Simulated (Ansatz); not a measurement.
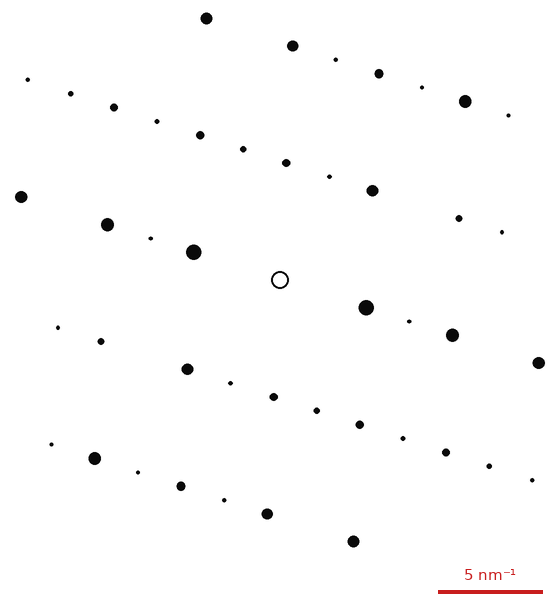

Computed electron diffraction pattern, 300 kV, single scattering only, B = 0.5 Å².

It belongs to Ta, space group R-3m (No. 166), a = 5.59 Å, c = 28.40 Å (hexagonal axes). Structure: the geometry relaxed with Ansatz 0.2.0, DFT PBEsol, scalar-relativistic, plane waves, PAW; the starting structure was generated, so it need not be a known form of this composition.

Q: Determine the zone axis from the geometry of the pattern.

A: The spots form an oblique net whose two shortest vectors correspond to d = 4.58 Å and 1.81 Å, 82.2° apart. They index as 1 0 -2 (itself too weak to see) and -1 3 2 (weak), so the zone axis is [201] (or an equivalent direction of <201>). The zone [101] gives nearly the same net, so geometry alone does not settle it; this pattern was computed for [201].

Q: Which reflections of this zone are missing, and why?

A: The lattice centring (R) removes all reflections that break −h + k + l = 3n; reflections such as 1 0 -2, 1 3 -2, 5 0 -10 are allowed but too weak to see at this display level.
